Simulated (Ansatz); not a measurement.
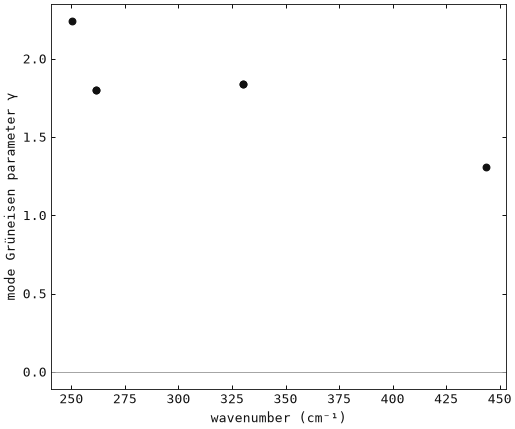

How it was computed, with Ansatz 0.2.0: mode Grüneisen parameters, minus d ln(frequency) over d ln(volume), from cells at 0.98 and 1.02 times the rest volume with shape and atoms relaxed, modes matched by rank; plane waves with PAW datasets, Γ-centred k mesh. Level: PBEsol, no spin polarisation.

| setting | value |
| --- | --- |
| wave cutoff | 420 eV |
| k mesh | 18×18×18 |
| occupations | Fermi–Dirac |
| smearing width | 0.15 eV |
| phonon method | linear response |
| q mesh | 1×1×1 |

Structure:
```xyz
3
Lattice="-1.5624 1.5624 4.2063 1.5624 -1.5624 4.2063 1.5624 1.5624 -4.2063" Properties=species:S:1:pos:R:3 pbc="T T T"
Al    0.0000    0.0000    5.5433
Al    0.0000    0.0000    2.8692
Ru    0.0000    0.0000    0.0000
```

Caption: Mode Grüneisen parameters against frequency for Al₂Ru, space group I4/mmm (No. 139).

They run from 1.31 to 2.24; none is negative, so every mode shown stiffens under compression.

Caveats: metal sensitive to the k mesh.
